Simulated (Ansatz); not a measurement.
Ti₃H (slab)

```xyz
8
Lattice="4.6037 0.0000 0.0000 -2.3019 3.9870 0.0000 0.0000 0.0000 22.4968" Properties=species:S:1:pos:R:3 pbc="T T T"
Ti    2.3019    1.3290    3.9999
Ti    0.0000    2.6580    4.9396
Ti    0.0000    0.0000    5.8795
Ti    2.3019    1.3290    6.7052
Ti    0.0000    2.6580    7.4343
Ti    0.0000    0.0000    8.4968
H    -0.3248    2.8455   10.2268
H     0.3247    2.4705   10.2268
```

A point of a scan over the structure, not its minimum; not relaxed (largest force 0.8 eV/Å); computed without spin polarisation; PAW files of the earlier set (soft_1).

Level of theory: Ansatz 0.2.0, DFT PBE, scalar-relativistic, plane waves, PAW.

**What will maps of the valence pseudo-density and electron localisation function show?**

H–H (0.75 Å): ρ is about 1.7 e/Å³ halfway; the ELF is about 1 at the midpoint.
Ti–Ti (2.49 Å): ρ at the midpoint is about 0.31 e/Å³; the ELF is about 0.15 at the midpoint: no localised pair shows between them.
Ti–Ti (2.62 Å): ρ is about 0.27 e/Å³ halfway; the ELF is about 0.20 at the midpoint (no shared electron pair shows on this line).
Ti–Ti (2.71 Å): the density is about 0.24 e/Å³ at the midpoint; the ELF is about 0.20 at the midpoint; no shared electron pair shows on this line.

**Metal or insulator at this level of theory?**

It is gapless in this calculation (a metal or semimetal).

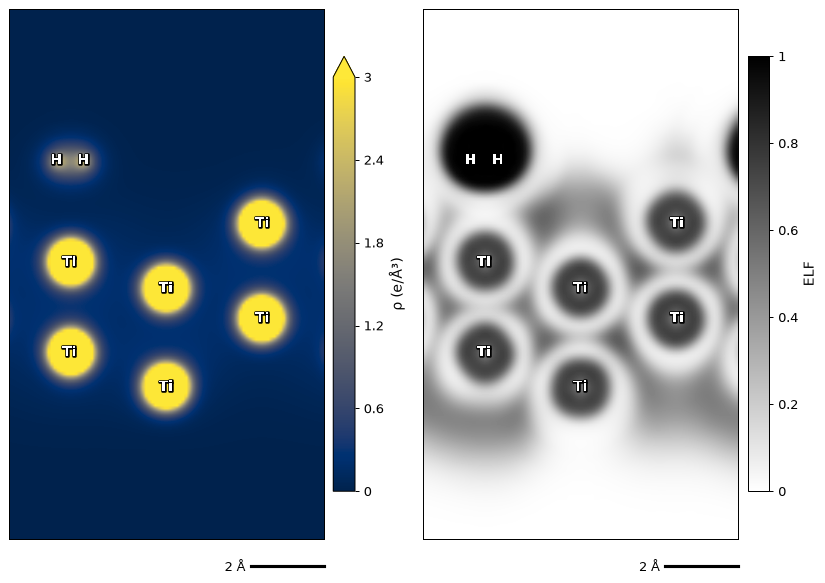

Computed valence pseudo-density and electron localisation function on the (110) plane of the calculation cell, a cut from vacuum to vacuum, in this order. 

The density is the valence pseudo-density of a PAW calculation; it isn't the true density close to the nuclei.
